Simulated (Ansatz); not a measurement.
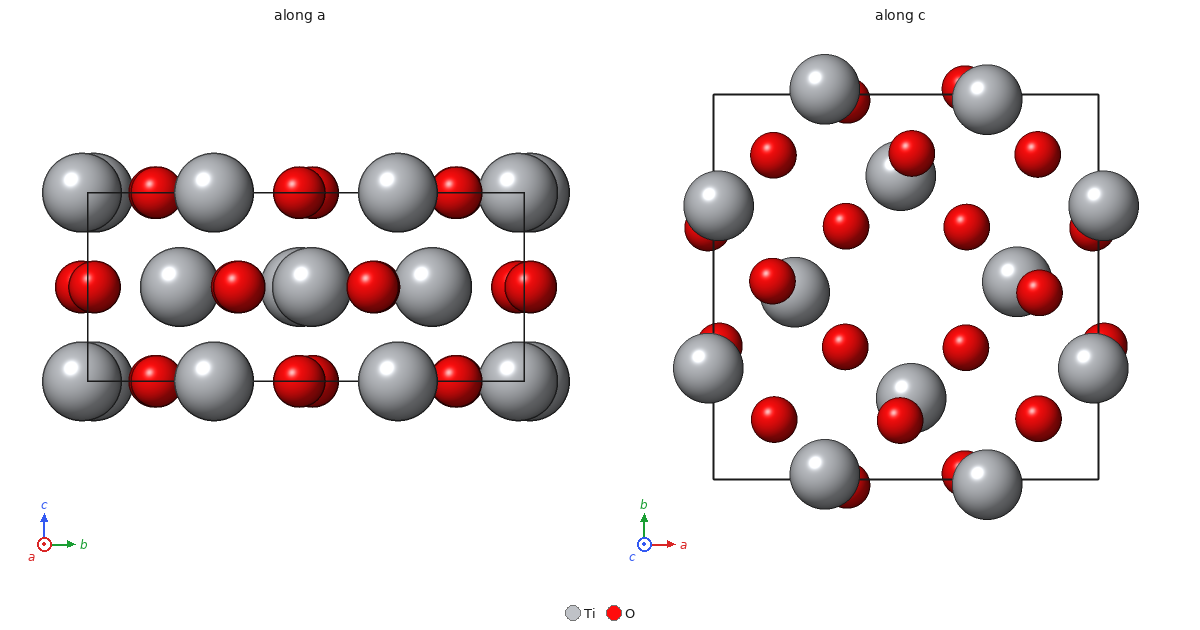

The figure gives a spheres-only picture of the atoms, viewed along the a axis and along the c axis. The conventional unit cell is outlined; an atom on or near a face, edge or corner is repeated at each equivalent position.

TiO₂, space group I4/m (No. 87), a = 9.05 Å, b = 9.05 Å, c = 3.91 Å, α = 90.00°, β = 90.00°, γ = 90.00°.

Computational set-up: DFT r2SCAN, scalar-relativistic, plane waves, PAW in Ansatz 0.2.0, a basis cut at 500 eV, k-points about 0.22 Å⁻¹ apart, Gaussian smearing of 0.02 eV, no spin polarisation.

Question: Is the electronic structure metallic or gapped?

Answer: A semiconductor at this level, with a gap of 2.56 eV.

Question: State the hydrostatic pressure.

Answer: The computed pressure is -16.7 GPa (stretched: it would shrink). The stress isn't hydrostatic: its largest component is 20.1 GPa.

The structure comes from a structure listed in the Materials Project. The cell was then strained or its atoms displaced on purpose. A calculation with Ansatz used it as input.

At this level of theory the cell isn't at rest (stretched, at -17 GPa), so its distances can differ from those at equilibrium, the more so the softer the solid.
